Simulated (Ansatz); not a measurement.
# Au(111) with 4 layers of random Au-Os, 2x2: scattering by chemical disorder, part 2 of 2

Wanted: resistance against the alloy's length, first Au(111) with 4 layers of random Au-Os, 2x2.

Ansatz 0.2.0; Ansatz plane-wave DFT, PBE, PAW files; ballistic transport by layer matching (Landauer), zero bias; PAW set soft_1.

So far. Step 3 (With 8 alloy layers): Over the solved energies the transmission per spin lies between 1.09 and 1.11, out of 3.21 channels of the lead on average (up to 3.21).

## 4. With 12 alloy layers

System of this step: Au(111) with 12 layers of random Au-Os, 2x2. The cell holds 72 atoms: 36 Au and 36 Os. Its edges and angles: a = 5.768 Å, b = 5.768 Å, c = 42.382 Å, α = 90.0°, β = 90.0°, γ = 120.0°. It derives from Au. Regions: lead, 24 atoms (24 Au); scattering region, 48 atoms (36 Os and 12 Au). The structure is stacked along c, and the current runs across the ab planes.

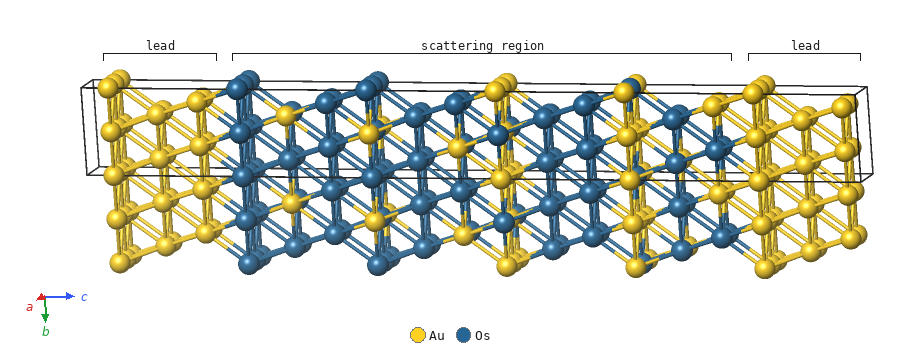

The cell of this step (gold yellow, osmium blue). 1×2×1 cells are drawn. Some periodic images of atoms are drawn too.

File input.yaml:

```yaml
crystal:
  lattice:
    - [5.7675164607, 0.0, 0.0]
    - [-2.8837582304, 4.9948157718, 0.0]
    - [0.0, 0.0, 42.3824172358]
  atoms:
    - { symbol: Au, position: [0.0, 0.0, 0.0277777778] }
    - { symbol: Au, position: [0.0, 0.5, 0.0277777778] }
    - { symbol: Au, position: [0.5, 0.0, 0.0277777778] }
    - { symbol: Au, position: [0.5, 0.5, 0.0277777778] }
    - { symbol: Au, position: [0.1666666667, 0.3333333333, 0.0833333333] }
    - { symbol: Au, position: [0.1666666667, 0.8333333333, 0.0833333333] }
    - { symbol: Au, position: [0.6666666667, 0.3333333333, 0.0833333333] }
    - { symbol: Au, position: [0.6666666667, 0.8333333333, 0.0833333333] }
    - { symbol: Au, position: [0.3333333333, 0.1666666667, 0.1388888889] }
    - { symbol: Au, position: [0.3333333333, 0.6666666667, 0.1388888889] }
    - { symbol: Au, position: [0.8333333333, 0.1666666667, 0.1388888889] }
    - { symbol: Au, position: [0.8333333333, 0.6666666667, 0.1388888889] }
    - { symbol: Os, position: [0.0, 0.0, 0.1944444444] }
    - { symbol: Os, position: [0.0, 0.5, 0.1944444444] }
    - { symbol: Os, position: [0.5, 0.0, 0.1944444444] }
    - { symbol: Os, position: [0.5, 0.5, 0.1944444444] }
    - { symbol: Os, position: [0.1666666667, 0.3333333333, 0.25] }
    - { symbol: Os, position: [0.1666666667, 0.8333333333, 0.25] }
    - { symbol: Au, position: [0.6666666667, 0.3333333333, 0.25] }
    - { symbol: Os, position: [0.6666666667, 0.8333333333, 0.25] }
    - { symbol: Os, position: [0.3333333333, 0.1666666667, 0.3055555556] }
    - { symbol: Os, position: [0.3333333333, 0.6666666667, 0.3055555556] }
    - { symbol: Os, position: [0.8333333333, 0.1666666667, 0.3055555556] }
    - { symbol: Os, position: [0.8333333333, 0.6666666667, 0.3055555556] }
    - { symbol: Os, position: [0.0, 0.0, 0.3611111111] }
    - { symbol: Au, position: [0.0, 0.5, 0.3611111111] }
    - { symbol: Os, position: [0.5, 0.0, 0.3611111111] }
    - { symbol: Os, position: [0.5, 0.5, 0.3611111111] }
    - { symbol: Os, position: [0.1666666667, 0.3333333333, 0.4166666667] }
    - { symbol: Os, position: [0.1666666667, 0.8333333333, 0.4166666667] }
    - { symbol: Os, position: [0.6666666667, 0.3333333333, 0.4166666667] }
    - { symbol: Os, position: [0.6666666667, 0.8333333333, 0.4166666667] }
    - { symbol: Os, position: [0.3333333333, 0.1666666667, 0.4722222222] }
    - { symbol: Os, position: [0.3333333333, 0.6666666667, 0.4722222222] }
    - { symbol: Os, position: [0.8333333333, 0.1666666667, 0.4722222222] }
    - { symbol: Au, position: [0.8333333333, 0.6666666667, 0.4722222222] }
    - { symbol: Au, position: [0.0, 0.0, 0.5277777778] }
    - { symbol: Os, position: [0.0, 0.5, 0.5277777778] }
    - { symbol: Au, position: [0.5, 0.0, 0.5277777778] }
    - { symbol: Au, position: [0.5, 0.5, 0.5277777778] }
    - { symbol: Os, position: [0.1666666667, 0.3333333333, 0.5833333333] }
    - { symbol: Os, position: [0.1666666667, 0.8333333333, 0.5833333333] }
    - { symbol: Os, position: [0.6666666667, 0.3333333333, 0.5833333333] }
    - { symbol: Os, position: [0.6666666667, 0.8333333333, 0.5833333333] }
    - { symbol: Os, position: [0.3333333333, 0.1666666667, 0.6388888889] }
    - { symbol: Os, position: [0.3333333333, 0.6666666667, 0.6388888889] }
    - { symbol: Os, position: [0.8333333333, 0.1666666667, 0.6388888889] }
    - { symbol: Os, position: [0.8333333333, 0.6666666667, 0.6388888889] }
    - { symbol: Au, position: [0.0, 0.0, 0.6944444444] }
    - { symbol: Au, position: [0.0, 0.5, 0.6944444444] }
    - { symbol: Os, position: [0.5, 0.0, 0.6944444444] }
    - { symbol: Au, position: [0.5, 0.5, 0.6944444444] }
    - { symbol: Os, position: [0.1666666667, 0.3333333333, 0.75] }
    - { symbol: Au, position: [0.1666666667, 0.8333333333, 0.75] }
    - { symbol: Os, position: [0.6666666667, 0.3333333333, 0.75] }
    - { symbol: Os, position: [0.6666666667, 0.8333333333, 0.75] }
    - { symbol: Au, position: [0.3333333333, 0.1666666667, 0.8055555556] }
    - { symbol: Os, position: [0.3333333333, 0.6666666667, 0.8055555556] }
    - { symbol: Au, position: [0.8333333333, 0.1666666667, 0.8055555556] }
    - { symbol: Os, position: [0.8333333333, 0.6666666667, 0.8055555556] }
    - { symbol: Au, position: [0.0, 0.0, 0.8611111111] }
    - { symbol: Au, position: [0.0, 0.5, 0.8611111111] }
    - { symbol: Au, position: [0.5, 0.0, 0.8611111111] }
    - { symbol: Au, position: [0.5, 0.5, 0.8611111111] }
    - { symbol: Au, position: [0.1666666667, 0.3333333333, 0.9166666667] }
    - { symbol: Au, position: [0.1666666667, 0.8333333333, 0.9166666667] }
    - { symbol: Au, position: [0.6666666667, 0.3333333333, 0.9166666667] }
    - { symbol: Au, position: [0.6666666667, 0.8333333333, 0.9166666667] }
    - { symbol: Au, position: [0.3333333333, 0.1666666667, 0.9722222222] }
    - { symbol: Au, position: [0.3333333333, 0.6666666667, 0.9722222222] }
    - { symbol: Au, position: [0.8333333333, 0.1666666667, 0.9722222222] }
    - { symbol: Au, position: [0.8333333333, 0.6666666667, 0.9722222222] }
kpoints:
  mp_grid: { grid: [5, 5, 1] }
hamiltonian:
  xc: pbe
  pseudopotentials: { kind: paw, azcp: { folder: soft_1 } }
scf:
  occupations: { method: fermi_dirac, width: 0.1 }
output:
  transmission:
    leads: [[0, 4]]
    kmesh: [10, 10]
    e_range: [-0.05, 0.05]
    de: 0.05
  write_potential: true
  write_density: true
  volumetric_format: npy
```

Run with:

```sh
ansatz run input.yaml --threads 4 --pin off --max-ram 15360MiB --backend cpu --events-out ev --progress --plain --runs-dir out
```

Numbers of over 12 decimals in the logs are rounded to 6 here.

The program printed:

```text
[...]
Crystal: 72 atoms, lattice volume = 1220.939 Å³
Basis set: ecut = 420 eV, 23937 PW (Γ)
Bands: 756, of which v1, the nominal top of the filled ones, is band 630 counted from 1 (629 counted from 0)
Symmetry: 1 space group operations
[...]
k-points: 13 of 25 (time reversal used)
[...]
SCF iter   1: F=—  HF=-883493.475693 eV  |F-HF|=—  |Δ(HF+E_count)|=         —  Δρ=2.77e-1  dr2=2.67e4  ethr=3.10e-3  ⟨swp⟩=4.1  Hψ=28354  notcnv=0  defer=313
[...]
SCF iter  15: F=-883301.087339 eV  HF=-883301.087339 eV  |F-HF|=6.83e-8  |Δ(HF+E_count)|=   2.91e-8  Δρ=7.20e-7  dr2=7.15e-8  ethr=7.94e-12  ⟨swp⟩=8.5  Hψ=31776  notcnv=0
SCF 1 converged in 15 iterations: F = -883301.087339 eV  dr2 = 7.15e-8
[...]
transmission: 362 of 3588 steps passed
transmission: 720 of 3588 steps passed
[...]
transmission: 3588 of 3588 steps passed
SCF converged after 15 iterations
Free energy (F): -883301.087339 eV
[...]
Internal energy: -883298.929621 eV  (E = F + TS)
E sigma→0 (E₀):  -883300.008480 eV
Entropy (-TS):   -2.157718 eV (-29.968 meV/atom)
Fermi energy:    20.627586 eV
[...]
--- Band table (eV; the first three rows and the last of 13) ---
  k-point 0: bands = [... 626 lower, 21.0740, 21.0957, 21.1035, 21.1388, 21.1653, 21.1728, 21.2011, 21.2174, ... 122 higher]
  k-point 1: bands = [... 626 lower, 20.7530, 20.7862, 20.8427, 20.8684, 20.9002, 20.9279, 20.9458, 21.0000, ... 122 higher]
  k-point 2: bands = [... 626 lower, 20.4103, 20.4267, 20.4444, 20.4744, 20.4943, 20.5283, 20.5461, 20.5654, ... 122 higher]
  k-point 12: bands = [... 626 lower, 20.4904, 20.5167, 20.5587, 20.5742, 20.6023, 20.6311, 20.6640, 20.7011, ... 122 higher]
--- Transmission ---
  basis      : 253 plane waves across, 69 finite elements along
  points     : 52, standing for a mesh of 10 x 10
[...]
channels       : 3.190000e0 a spin
[...]
junction   : crystal 0 to crystal 0, 0.70 to 40.73 Å
    transmission   : 9.610128e-1 a spin
[...]
```

Wall time 42 min (4 threads of Arm Neoverse V1, shared host); peak memory 9.2 GiB.

Numbers from this step:

```yaml
free_energy: -883301.0873 eV
energy_at_zero_smearing: -883300.0085 eV
fermi_energy: 20.63 eV
transmission_per_spin_nearest_the_fermi_level: 0.9610
open_channels_per_spin_nearest_the_fermi_level: 3.19
step_of_the_lead_s_potential: 12.7 meV
```

Per spin. The transmission, zone mean by energy, zero at the Fermi level:

```csv
energy (eV),"transmission, zone mean"
-0.0500,0.906
0.0000,0.961
0.0500,0.962
```

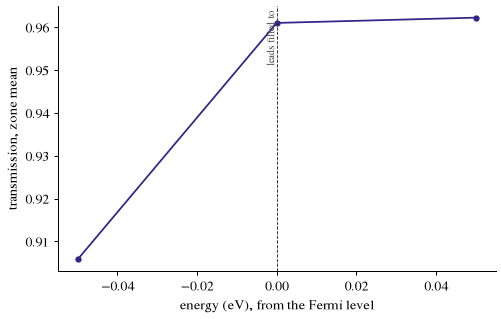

Transmission, zone mean against energy.

Over the solved energies the transmission per spin lies between 0.906 and 0.962, out of 3.20 channels of the lead on average (up to 3.21).

## 5. Resistance against length

This step: Ansatz plane-wave DFT, PBE, PAW files; ballistic transport by layer matching (Landauer), zero bias; residual resistivity from the slope of the area resistance, atoms on the host's lattice; PAW set soft_1 (Ansatz 0.2.0).

Numbers from this step:

| Item | Value |
| --- | --- |
| resistivity | 67.33 µΩ cm |
| intercept | 0.9064 fΩ m² |
| scatter about the fit | 0.03787 fΩ m² |

Resistance, by row:

```csv
run,length (Å),T,channels N,RA (fΩ m²)
n4,9.418,1.386,3.183,1.514
n8,18.84,1.098,3.21,2.228
n12,28.25,0.943,3.203,2.782
```

The area resistance by length of the alloy:

```csv
length of the alloy (Å),area resistance (fΩ m²)
9.42,1.51
18.84,2.23
28.25,2.78
```

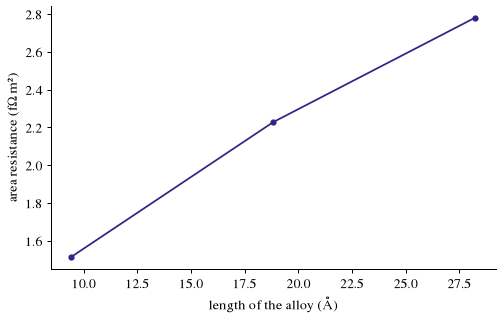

Area resistance, plotted against length of the alloy.

The area resistance goes from 1.5 to 2.8 fΩ m² between 9.4 and 28.3 Å, a slope of 67 µΩ cm.

By hand from the end points: (2.782 − 1.514) fΩ m² / (28.25 − 9.42) Å = 67 µΩ cm, since 1 fΩ m² per Å is 1000 µΩ cm.

## 6. Outcome

```
resistivity from the slope  : 67.3 µΩ cm
area resistance over 9.42 Å : 1.51 fΩ m²
area resistance over 18.8 Å : 2.23 fΩ m²
area resistance over 28.3 Å : 2.78 fΩ m²
```

In words: The slope gives 67 µΩ cm. The points scatter by 0.038 fΩ m² about the line, with one random draw a length in a 2x2 cell, so the slope is a rough value. Read with a model of isotropic scattering on a spherical Fermi surface and the lead's 0.86×10¹⁵ S/m², this slope means a mean free path near 13 Å (a rough figure, since the alloy's own channel count differs); over these lengths the model's slope is within 3 % of its bulk resistivity. The atoms sit on the host's lattice, so scattering by size misfit is left out. With 75 % of Os, whose own structure is another, this is a hypothetical phase. Spin-orbit coupling is left out, which matters for Au and Os. A lead's potential steps by up to 26 meV from period to period, which the log calls too much, so longer leads could move the result.

[Logs are printed without paths, hosts, clocks, repeated set-up lines and the standing remarks that a program may print on its own settings, such as how far it seeks lower states.]

[Hosts, paths, dates, database ids (printed as entryN), source tags and the programs' standing remarks are cut or masked in the printed files.]
